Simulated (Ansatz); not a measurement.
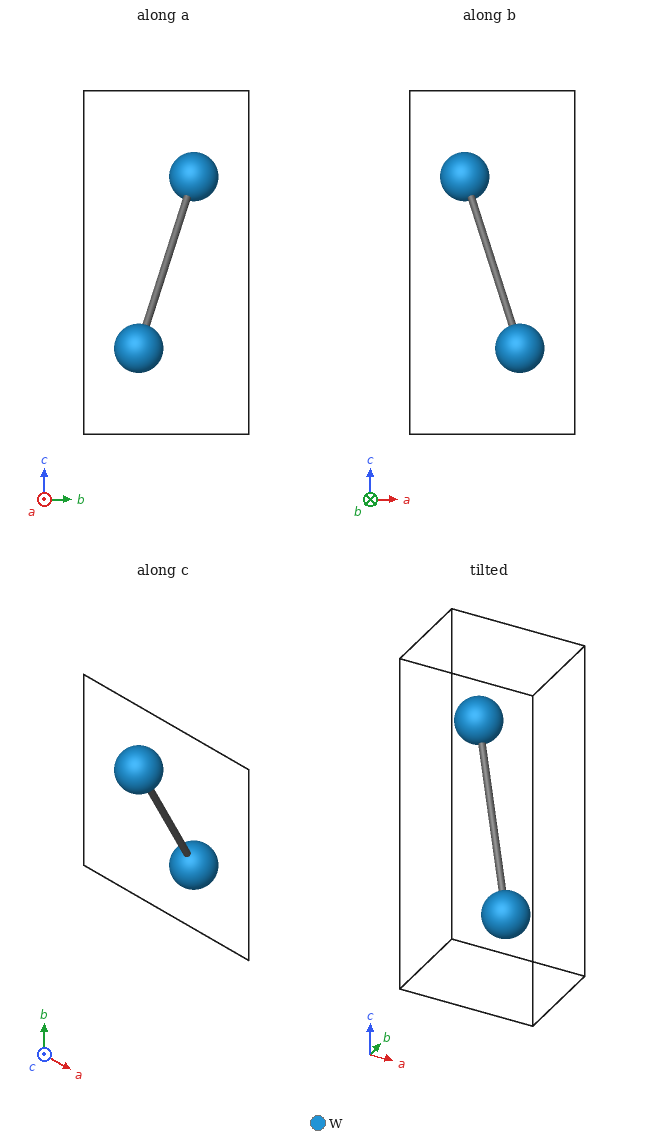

This ball-and-stick model is shown along the a axis, along the b axis, along the c axis and slightly off an axis. The parallelepiped is the conventional unit cell.

Lattice parameters: a = 2.7557 Å, b = 2.7557 Å, c = 4.9596 Å, α = 90.000°, β = 90.000°, γ = 120.000°.

Set out the cell and atoms as a CIF with its space group and independent sites.

Answer.
```cif
data_structure
_symmetry_space_group_name_H-M 'P 63/m m c'
_symmetry_Int_Tables_number 194
_cell_length_a 2.7557
_cell_length_b 2.7557
_cell_length_c 4.9596
_cell_angle_alpha 90.000
_cell_angle_beta 90.000
_cell_angle_gamma 120.000
_cell_volume 32.62
loop_
_atom_site_label
_atom_site_type_symbol
_atom_site_symmetry_multiplicity
_atom_site_Wyckoff_symbol
_atom_site_fract_x
_atom_site_fract_y
_atom_site_fract_z
_atom_site_occupancy
W1 W 2 d 0.3333 0.6667 0.7500 1
```

It goes back to a structure type filled with this element by a generator (whether the element takes this form wasn't checked). Atoms and cell were optimised with Ansatz 0.2.0, DFT r2SCAN, scalar-relativistic, plane waves, PAW.
